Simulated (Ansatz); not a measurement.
Nudged elastic band, with input and output: Al$_{32}$P (part 1 of 3)

System: Al$_{32}$P (defect cell, 33 atoms in the cell).
Method: DFT PBE-D3(BJ), scalar-relativistic, plane waves, PAW, PAW set soft_1, no spin polarisation (Ansatz 0.2.0).

One setting was made poor on purpose. It belongs to a series of runs on one base structure; here: band between the two ends.

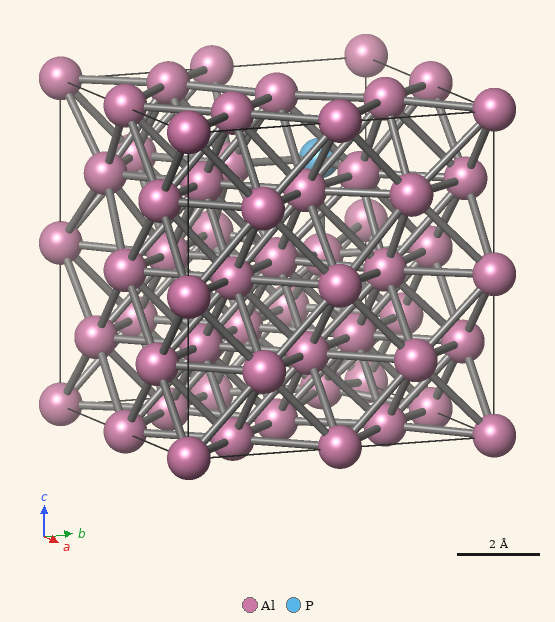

**Figure 1.** The starting structure (ball-and-stick view of the cell of the calculation, seen slightly off an axis). An atom can appear more than once, as a periodic image. Near neighbours in the periodic cell (some may lie outside the picture): Al has 12 Al at 2.67 to 3.01 Å; Al has 8 Al at 2.67 to 2.93 Å and 1 P at 2.39 to 2.42 Å; P has 6 Al at 2.39 to 2.42 Å.

## The input
```yaml
crystal:
  lattice:
    - [8.1, 0.0, 0.0]
    - [0.0, 8.1, 0.0]
    - [0.0, 0.0, 8.1]
  atoms:
    - { symbol: Al, position: [0.50261464, 0.00262037, 0.00259417] }
    - { symbol: Al, position: [0.75018112, 0.25018894, 0.00369073] }
    - { symbol: Al, position: [0.75017311, 0.00369084, 0.25013801] }
    - { symbol: Al, position: [-0.00243879, 0.00269959, 0.00265341] }
    - { symbol: Al, position: [0.24994164, 0.24949046, 0.01266169] }
    - { symbol: Al, position: [0.50269562, 0.4975647, 0.00265627] }
    - { symbol: Al, position: [0.7495128, 0.74993866, 0.01265623] }
    - { symbol: Al, position: [0.24992801, 0.01274499, 0.24966948] }
    - { symbol: Al, position: [0.50368912, 0.25018128, 0.25013833] }
    - { symbol: Al, position: [0.75020258, 0.49648714, 0.25015165] }
    - { symbol: Al, position: [0.50265939, 0.00266607, 0.49755583] }
    - { symbol: Al, position: [0.75019581, 0.25020429, 0.49646225] }
    - { symbol: Al, position: [0.74949157, 0.01277821, 0.74997287] }
    - { symbol: Al, position: [-0.00243369, 0.49757148, 0.0027219] }
    - { symbol: Al, position: [0.25104257, 0.75108976, 0.04436194] }
    - { symbol: Al, position: [-0.00351815, 0.25021078, 0.25015141] }
    - { symbol: Al, position: [0.2499825, 0.48806013, 0.24972042] }
    - { symbol: Al, position: [0.51272866, 0.74992561, 0.24967089] }
    - { symbol: Al, position: [-0.00244085, 0.00274899, 0.49754342] }
    - { symbol: Al, position: [0.2499675, 0.24948974, 0.4878911] }
    - { symbol: Al, position: [0.50274427, 0.4975636, 0.49754275] }
    - { symbol: Al, position: [0.74951252, 0.74996565, 0.48789678] }
    - { symbol: Al, position: [0.25102753, 0.04332557, 0.75071436] }
    - { symbol: Al, position: [0.51276756, 0.24946944, 0.74997359] }
    - { symbol: Al, position: [0.74953665, 0.48803025, 0.7500058] }
    - { symbol: Al, position: [-0.01195815, 0.74997998, 0.24971923] }
    - { symbol: Al, position: [-0.00243847, 0.49756782, 0.49752628] }
    - { symbol: Al, position: [0.25111375, 0.75116442, 0.45191774] }
    - { symbol: Al, position: [-0.01199348, 0.2495135, 0.75000504] }
    - { symbol: Al, position: [0.25112825, 0.45076321, 0.75075768] }
    - { symbol: Al, position: [0.5434465, 0.75107627, 0.75071555] }
    - { symbol: Al, position: [-0.04909804, 0.7511776, 0.75075725] }
    - { symbol: P, position: [0.24536857, 0.74515616, 0.74693744] }
basis:
  ecutwfc: 250.0
kpoints:
  mp_grid: { grid: [3, 3, 3] }
hamiltonian:
  xc: pbe
  dispersion: d3bj
  pseudopotentials: { kind: paw, azcp: { folder: soft_1 } }
scf:
  occupations: { method: gaussian, width: 0.15 }
  lower_state_search: "off"
  max_iter: 95
neb:
  images: 3
  f_tol: 0.05
  max_iterations: 49
  order_check: false
  final_atoms:
    - { symbol: Al, position: [0.50010255, 0.01179248, -0.00047272] }
    - { symbol: Al, position: [0.75338423, 0.24981447, 0.00011426] }
    - { symbol: Al, position: [0.75247451, 0.00252449, 0.24742759] }
    - { symbol: Al, position: [-0.00026444, 0.0034519, 0.00012021] }
    - { symbol: Al, position: [0.24628395, 0.24972436, 0.00017453] }
    - { symbol: Al, position: [0.5000324, 0.48724567, -0.00041353] }
    - { symbol: Al, position: [0.76163047, 0.75009463, -0.00047816] }
    - { symbol: Al, position: [0.24727149, 0.00239985, 0.24753254] }
    - { symbol: Al, position: [0.50009086, 0.2507113, 0.23797146] }
    - { symbol: Al, position: [0.75236239, 0.4973134, 0.24751232] }
    - { symbol: Al, position: [0.49833016, 0.04987509, 0.50081646] }
    - { symbol: Al, position: [0.76168495, 0.25073454, 0.4999351] }
    - { symbol: Al, position: [0.75239946, 0.00245708, 0.7526542] }
    - { symbol: Al, position: [-0.00035274, 0.49630587, 0.00016826] }
    - { symbol: Al, position: [0.23710728, 0.75002776, -0.00041025] }
    - { symbol: Al, position: [-0.00027936, 0.24979341, 0.24648301] }
    - { symbol: Al, position: [0.24725001, 0.49730693, 0.24761122] }
    - { symbol: Al, position: [0.49828847, 0.74868489, 0.20151015] }
    - { symbol: Al, position: [0.00092184, 0.01191423, 0.49993911] }
    - { symbol: Al, position: [0.23706064, 0.25062832, 0.49997881] }
    - { symbol: Al, position: [0.49813117, 0.45747847, 0.50093182] }
    - { symbol: Al, position: [0.80102766, 0.74874838, 0.50079701] }
    - { symbol: Al, position: [0.24725795, 0.00233542, 0.7526346] }
    - { symbol: Al, position: [0.50004299, 0.25064603, 0.76263507] }
    - { symbol: Al, position: [0.75228938, 0.49731036, 0.75263861] }
    - { symbol: Al, position: [0.00090276, 0.75007929, 0.23790479] }
    - { symbol: Al, position: [0.00080256, 0.48713819, 0.49997541] }
    - { symbol: Al, position: [0.20843099, 0.74853996, 0.50094038] }
    - { symbol: Al, position: [-0.00033759, 0.24974605, 0.75366669] }
    - { symbol: Al, position: [0.24722404, 0.49729068, 0.75263516] }
    - { symbol: Al, position: [0.49815642, 0.7485737, 0.79374685] }
    - { symbol: Al, position: [0.00081875, 0.75004136, 0.76269648] }
    - { symbol: P, position: [0.50772135, 0.75599223, 0.49614053] }
```

Run as:
```bash
ansatz run input.yaml --threads 4 --pin off --max-ram 10240MiB --backend cpu --events-out ev --progress --plain --runs-dir out
```

## Output
```
Warning: neb: disabling space-group detection — the band's intermediate images generally break the endpoint symmetry, so no spatial operation reduces the k-mesh or symmetrises the density, except that a semilocal band can use its path's symmetry ahead of convergence; time reversal is kept, so that k and −k are solved as one point where they differ and the mesh holds both, and exact exchange and, on two spinor components, a DFT+U term hold to it where the run has them: on two components no moment then forms, and a state that bears one, which a typed moment (crystal.atoms[].spin; refused beside efield: under a hybrid functional) reaches, can lie lower, under hf by electronvolts; crystal.symmetry.detect: false (a key that needs symmetry detection or time reversal refuses this as the deck is read) with time_reversal: false beside it drops time reversal too
Warning: basis.ecutwfc = 250 eV is below the records' recommended 420 eV, and the density's cutoff is lower with it unless basis.ecutrho_ratio is high enough to keep the records' density cutoff: compare with a run at a higher cutoff
Engine: ansatz 0.2.0, aarch64-unknown-linux-gnu
Pseudopotentials: kind: paw
Pseudopotential: Al, paw, valence charge 3, recommended cutoff 420 eV (normal), [file]
Pseudopotential: P, paw, valence charge 5, recommended cutoff 420 eV (normal), [file]
Functional definition: PBE
  parameter kappa = 0.804
  parameter beta = 0.06672455060314922
  exchange = pbe_x(kappa = kappa, mu = beta*pi^2/3)
  correlation = pbe_c(beta = beta)
parallel-image band execution: 3 concurrent image workers
NEB image 0
Crystal: 33 atoms, lattice volume = 531.441 Å³
Basis set: ecut = 250 eV, 4801 PW (Γ), exchange–correlation on 90×90×90 points (8 copies of the dense FFT grid, shifted against one another)
Bands: 84, of which v1, the nominal top of the filled ones, is band 51 counted from 1 (50 counted from 0)
Symmetry: 1 space group operations
k-points: 14 of 27 (time reversal used)
Non-local potential: Al, projectors of the file, l = 0: 2, l = 1: 2, l = 2: 1
Non-local potential: P, projectors of the file, l = 0: 2, l = 1: 2, l = 2: 1
PAW form: soft (Blöchl's): semilocal exchange-correlation on the pseudo side does not see the compensation charge
PAW one-centre angular grid: Al, 110 points (default); XC on 64 Gauss nodes
PAW one-centre angular grid: P, 110 points (default); XC on 64 Gauss nodes
Initial density: superposition of atomic densities (chi_scale 0.1, normalization cell, long waves kept (reshape's long-wave potential 0.14 eV rms))
Initial wavefunctions: pseudopotential atomic-orbital guess
Functional: x = pbe(κ = 0.804, μ = 0.2195149727645171), c = pbe(β = 0.06672455060314922)
SCF iter   1: F=—  HF=-17966.484311 eV  |F-HF|=—  |Δ(HF+E_count)|=         —  Δρ=2.65e-2  dr2=1.15e1  ethr=3.10e-3  ⟨swp⟩=8.6  Hψ=6049  notcnv=0
preconditioner: auto → Kerker (q_TF=auto, 2.069 Å⁻¹)  [metal: Δε(μ)=0.024 eV  Ē_g=7.005 eV  σ=0.150 eV  W_gap=0.09  n_scr=80 (ndim 8)  ℏωp=16.2 eV  f_vac=0.000  D(μ)=8.87/eV (n_scr^D=56)]
SCF iter   2: F=—  HF=-17965.007499 eV  |F-HF|=—  |Δ(HF+E_count)|=    1.48e0  Δρ=1.69e-2  dr2=3.99e0  ethr=3.10e-3  ⟨swp⟩=1.6  Hψ=1383  notcnv=0  defer=169
SCF iter   3: F=—  HF=-17963.953523 eV  |F-HF|=—  |Δ(HF+E_count)|=    1.05e0  Δρ=1.87e-3  dr2=2.28e-2  ethr=3.10e-3  ⟨swp⟩=2.0  Hψ=1319  notcnv=0  defer=169
SCF iter   4: F=—  HF=-17963.944902 eV  |F-HF|=—  |Δ(HF+E_count)|=   8.62e-3  Δρ=4.38e-4  dr2=1.51e-3  ethr=2.26e-5  ⟨swp⟩=2.3  Hψ=1850  notcnv=0  defer=291
SCF iter   5: F=—  HF=-17963.944375 eV  |F-HF|=—  |Δ(HF+E_count)|=   5.27e-4  Δρ=5.63e-5  dr2=2.50e-5  ethr=1.50e-6  ⟨swp⟩=2.0  Hψ=1495  notcnv=0  defer=291
SCF iter   6: F=—  HF=-17963.944609 eV  |F-HF|=—  |Δ(HF+E_count)|=   2.34e-4  Δρ=1.45e-5  dr2=1.94e-6  ethr=2.47e-8  ⟨swp⟩=2.2  Hψ=1637  notcnv=0  defer=291
SCF iter   7: F=-17963.944609 eV  HF=-17963.944609 eV  |F-HF|=1.78e-8  |Δ(HF+E_count)|=   3.05e-7  Δρ=3.04e-6  dr2=5.17e-8  ethr=9.90e-11  ⟨swp⟩=3.4  Hψ=4008  notcnv=0
SCF 1 converged in 7 iterations: F = -17963.944609 eV  dr2 = 5.17e-8
  greatest PAW one-centre occupation: 0.816 electrons in one spin orbital (limit 2), on the P atom at site 32 (counted from 0), in its partial waves of l = 0
NSCF: frozen V_eff on 14 k-points
NEB image 4
SCF iter   1: F=—  HF=-17966.483061 eV  |F-HF|=—  |Δ(HF+E_count)|=         —  Δρ=2.65e-2  dr2=1.14e1  ethr=3.10e-3  ⟨swp⟩=8.6  Hψ=5978  notcnv=0
preconditioner: auto → Kerker (q_TF=auto, 2.069 Å⁻¹)  [metal: Δε(μ)=0.025 eV  Ē_g=7.005 eV  σ=0.150 eV  W_gap=0.09  n_scr=80 (ndim 8)  ℏωp=16.2 eV  f_vac=0.000  D(μ)=8.87/eV (n_scr^D=56)]
SCF iter   2: F=—  HF=-17965.006764 eV  |F-HF|=—  |Δ(HF+E_count)|=    1.48e0  Δρ=1.69e-2  dr2=3.98e0  ethr=3.10e-3  ⟨swp⟩=1.6  Hψ=1380  notcnv=0  defer=175
SCF iter   3: F=—  HF=-17963.953478 eV  |F-HF|=—  |Δ(HF+E_count)|=    1.05e0  Δρ=1.87e-3  dr2=2.30e-2  ethr=3.10e-3  ⟨swp⟩=2.0  Hψ=1319  notcnv=0  defer=175
SCF iter   4: F=—  HF=-17963.944708 eV  |F-HF|=—  |Δ(HF+E_count)|=   8.77e-3  Δρ=4.37e-4  dr2=1.47e-3  ethr=2.28e-5  ⟨swp⟩=2.3  Hψ=1880  notcnv=0  defer=291
SCF iter   5: F=—  HF=-17963.944183 eV  |F-HF|=—  |Δ(HF+E_count)|=   5.25e-4  Δρ=5.49e-5  dr2=2.36e-5  ethr=1.45e-6  ⟨swp⟩=2.0  Hψ=1478  notcnv=0  defer=291
SCF iter   6: F=—  HF=-17963.945212 eV  |F-HF|=—  |Δ(HF+E_count)|=   1.03e-3  Δρ=1.46e-5  dr2=1.44e-6  ethr=2.34e-8  ⟨swp⟩=2.2  Hψ=1637  notcnv=0  defer=291
SCF iter   7: F=-17963.945212 eV  HF=-17963.945212 eV  |F-HF|=1.02e-8  |Δ(HF+E_count)|=   2.14e-7  Δρ=2.81e-6  dr2=4.06e-8  ethr=9.90e-11  ⟨swp⟩=4.9  Hψ=3483  notcnv=0
SCF 2 converged in 7 iterations: F = -17963.945212 eV  dr2 = 4.06e-8
NSCF: frozen V_eff on 14 k-points
NEB end point (image 0): max|allowed force component| = 2.210e-2 eV/Å (the criterion of neb.relax_end_points is 1.000e-2)
NEB end point (image 4): max|allowed force component| = 2.792e-2 eV/Å (the criterion of neb.relax_end_points is 1.000e-2)
NEB image 1
Initial density: superposition of atomic densities (chi_scale 0.1, normalization cell, long waves kept (reshape's long-wave potential 0.13 eV rms))
SCF iter   1: F=—  HF=-17963.049387 eV  |F-HF|=—  |Δ(HF+E_count)|=         —  Δρ=2.82e-2  dr2=9.12e0  ethr=3.10e-3  ⟨swp⟩=9.1  Hψ=6720  notcnv=0
preconditioner: auto → Kerker (q_TF=auto, 2.069 Å⁻¹)  [metal: Δε(μ)=0.078 eV  Ē_g=7.052 eV  σ=0.150 eV  W_gap=0.28  n_scr=80 (ndim 8)  ℏωp=16.2 eV  f_vac=0.000  D(μ)=8.45/eV (n_scr^D=32)]
SCF iter   2: F=—  HF=-17961.641800 eV  |F-HF|=—  |Δ(HF+E_count)|=    1.41e0  Δρ=1.77e-2  dr2=3.28e0  ethr=3.10e-3  ⟨swp⟩=1.1  Hψ=1359  notcnv=0  defer=65
SCF iter   3: F=—  HF=-17960.625803 eV  |F-HF|=—  |Δ(HF+E_count)|=    1.02e0  Δρ=1.95e-3  dr2=2.54e-2  ethr=3.10e-3  ⟨swp⟩=2.8  Hψ=1693  notcnv=0  defer=65
SCF iter   4: F=—  HF=-17960.615157 eV  |F-HF|=—  |Δ(HF+E_count)|=   1.06e-2  Δρ=3.22e-4  dr2=6.28e-4  ethr=2.51e-5  ⟨swp⟩=2.0  Hψ=1673  notcnv=0  defer=266
SCF iter   5: F=—  HF=-17960.614854 eV  |F-HF|=—  |Δ(HF+E_count)|=   3.03e-4  Δρ=5.78e-5  dr2=3.05e-5  ethr=6.22e-7  ⟨swp⟩=2.5  Hψ=1495  notcnv=0  defer=266
SCF iter   6: F=—  HF=-17960.615487 eV  |F-HF|=—  |Δ(HF+E_count)|=   6.33e-4  Δρ=1.28e-5  dr2=1.12e-6  ethr=3.02e-8  ⟨swp⟩=2.0  Hψ=1845  notcnv=0  defer=281
[...]
  greatest PAW one-centre occupation: 0.839 electrons in one spin orbital (limit 2), on the P atom at site 32 (counted from 0), in its partial waves of l = 0
NEB image 2
preconditioner: auto → Kerker (q_TF=auto, 2.069 Å⁻¹)  [metal: Δε(μ)=0.040 eV  Ē_g=7.091 eV  σ=0.150 eV  W_gap=0.15  n_scr=80 (ndim 8)  ℏωp=16.2 eV  f_vac=0.000  D(μ)=10.71/eV (n_scr^D=80)]
  greatest PAW one-centre occupation: 0.866 electrons in one spin orbital (limit 2), on the P atom at site 32 (counted from 0), in its partial waves of l = 0
NEB image 3
preconditioner: auto → Kerker (q_TF=auto, 2.069 Å⁻¹)  [metal: Δε(μ)=0.082 eV  Ē_g=7.052 eV  σ=0.150 eV  W_gap=0.30  n_scr=80 (ndim 8)  ℏωp=16.2 eV  f_vac=0.000  D(μ)=8.31/eV (n_scr^D=32)]
  greatest PAW one-centre occupation: 0.838 electrons in one spin orbital (limit 2), on the P atom at site 32 (counted from 0), in its partial waves of l = 0
NEB iter   1: max|band force component| = 1.617e1 eV/Å  barrier→ = 9.3222 eV  barrier← = 9.3228 eV  Δτ_max = 0.1997 Å  (35 SCF iters)
NEB image 1
Initial density: handed on by an earlier stage of this run
Initial wavefunctions: those handed on with the density
preconditioner: auto → Kerker (q_TF=auto, 2.069 Å⁻¹)  [metal: Δε(μ)=0.026 eV  Ē_g=7.009 eV  σ=0.150 eV  W_gap=0.10  n_scr=80 (ndim 8)  ℏωp=16.2 eV  f_vac=0.000  D(μ)=10.89/eV (n_scr^D=80)]
  greatest PAW one-centre occupation: 0.820 electrons in one spin orbital (limit 2), on the P atom at site 32 (counted from 0), in its partial waves of l = 0
NEB image 2
preconditioner: auto → Kerker (q_TF=auto, 2.069 Å⁻¹)  [metal: Δε(μ)=0.017 eV  Ē_g=7.014 eV  σ=0.150 eV  W_gap=0.06  n_scr=80 (ndim 8)  ℏωp=16.2 eV  f_vac=0.000  D(μ)=10.13/eV (n_scr^D=56)]
  greatest PAW one-centre occupation: 0.841 electrons in one spin orbital (limit 2), on the P atom at site 32 (counted from 0), in its partial waves of l = 0
NEB image 3
preconditioner: auto → Kerker (q_TF=auto, 2.069 Å⁻¹)  [metal: Δε(μ)=0.015 eV  Ē_g=7.007 eV  σ=0.150 eV  W_gap=0.06  n_scr=80 (ndim 8)  ℏωp=16.2 eV  f_vac=0.000  D(μ)=10.37/eV (n_scr^D=56)]
  greatest PAW one-centre occupation: 0.819 electrons in one spin orbital (limit 2), on the P atom at site 32 (counted from 0), in its partial waves of l = 0
NEB iter   2: max|band force component| = 6.588e0 eV/Å  barrier→ = 3.0913 eV  barrier← = 3.0919 eV  Δτ_max = 0.1439 Å  (21 SCF iters)
[... from here on the SCF iterations and repeated set-up lines of each step are left out, up to the last step ...]
NEB image 1
NEB image 2
NEB image 3
```
